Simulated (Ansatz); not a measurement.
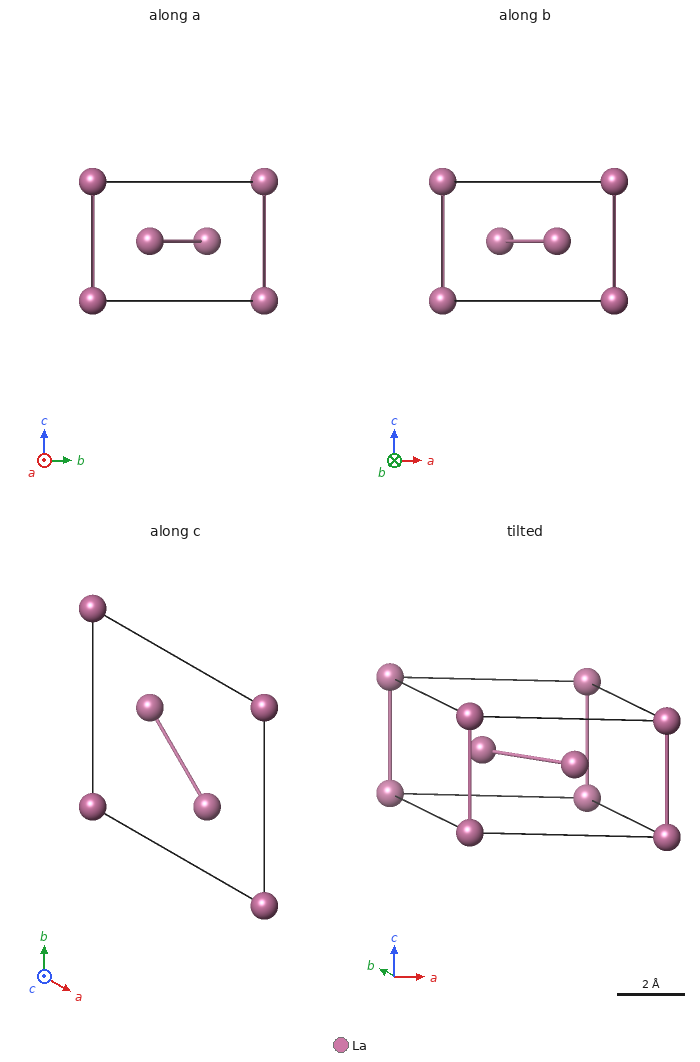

Ball-and-stick representation of a periodic structure, projected along the a axis, along the b axis, along the c axis and slightly off an axis. The lines enclose the conventional unit cell; boundary atoms appear with their images.

Lattice parameters: a = 5.9858 Å, b = 5.9858 Å, c = 3.5996 Å, α = 90.000°, β = 90.000°, γ = 120.000°.

### Transcribe the picture into a CIF in P1 with every atom of the cell.

```cif
data_structure
_symmetry_space_group_name_H-M 'P 1'
_symmetry_Int_Tables_number 1
_cell_length_a 5.9858
_cell_length_b 5.9858
_cell_length_c 3.5996
_cell_angle_alpha 90.000
_cell_angle_beta 90.000
_cell_angle_gamma 120.000
_cell_volume 111.69
loop_
_atom_site_label
_atom_site_type_symbol
_atom_site_fract_x
_atom_site_fract_y
_atom_site_fract_z
_atom_site_occupancy
La1 La 0.0000 0.0000 0.0000 1
La2 La 0.3333 0.6667 0.5000 1
La3 La 0.6667 0.3333 0.5000 1
```

The model was built from a structure type filled with this element by a generator (whether the element takes this form wasn't checked). Earlier steps of the study may have refined or changed the cell and positions. It was run through Ansatz as a DFT input.
